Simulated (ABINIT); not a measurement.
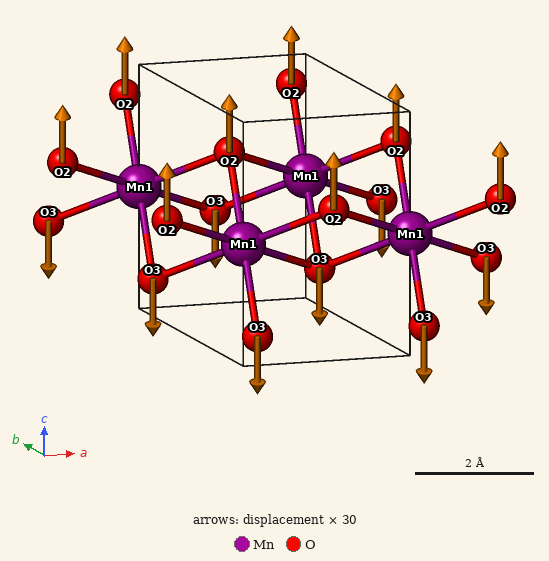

A relaxation of a crystal of MnO2 (set up in P-3m1). The starting structure is drawn; orange arrows show the displacements (the part carried along by the change of the cell is left out), 30 times their true length.

A ball-and-stick model of the cell of the calculation, seen from a free direction.

The run lets cell and atoms move.

All numbers below come from Kohn-Sham DFT of a periodic cell, LDA, JTH PAW LDA v2.0 (ABINIT).

The input:
```
# Pseudopotentials
pp_dirpath "./"
pseudos "Mn.LDA_PW-JTH.xml, O.LDA_PW-JTH.xml"

# Structure
acell 2.8565781804 2.8565781805 4.6013740589 Angstrom
rprim
     1.0000000000     0.0000000000     0.0000000000
    -0.5000000000     0.8660254038     0.0000000000
     0.0000000000     0.0000000000     1.0000000000
ntypat 2
znucl 25 8
natom 3
typat 1 2 2
xred
     0.0000000000     0.0000000000     0.5000000000
     0.3333333333     0.6666666667     0.7062925700
     0.6666666667     0.3333333333     0.2937074300
chkprim 0
chksymtnons 0
tolsym 1.0e-6

# Plane-wave basis
ecut 26.0
pawecutdg 48.0
pawovlp -1

# k points
kptopt 1
ngkpt 6 6 3
nshiftk 1
shiftk 0.0 0.0 0.0

# Exchange and correlation
ixc 7

# Bands and occupations
nband 19
occopt 3
tsmear 0.05 eV

# Spin
nsppol 2
spinat
     0.0000000000     0.0000000000     4.0000000000
     0.0000000000     0.0000000000     0.0000000000
     0.0000000000     0.0000000000     0.0000000000

# SCF cycle
nstep 100
tolvrs 1.0e-9

# Output
iomode 3
prtwf 0
prtden 0
prteig 0
prtebands 0
prtvol 2

# Relaxation
ionmov 22
ntime 60
tolmxf 0.0001
optcell 2
dilatmx 1.08
ecutsm 0.5
```

Command:
```bash
abinit run.abi > log 2>&1
```

**Which element moves most?**

Oxygen: up to 0.037 Å, against 0.000 Å for manganese.

**Describe the change and its energy.**

The largest moves relative to the cell, 0.037 Å, are those of O2 and O3. O3 goes along −c. Mn stays in place. The drawn cell changes as follows: a = b 2.857 → 2.823 Å (−1.2 %), c 4.601 → 4.381 Å (−4.8 %); the volume changes by −7.0 %. Near-neighbour distances that change, for instance: Mn1–O2 1.903 → 1.882 Å. The space group stays P-3m1 (No. 164). Over 10 geometry steps the energy falls by 10.4 meV per atom. The largest force component goes from 0.46 to 0.001 eV/Å. Pressure: −7.32 GPa at the start and −0.01 GPa at the end. The run took 7.3 min on 1 thread of Arm Neoverse V2, on a shared host, peak memory 0.14 GiB.

Limits of the set-up: layers or molecules are held without a dispersion correction, so their spacing is unreliable; only the magnetic order of this start and cell was tried (total moment 3.0 μB per cell).
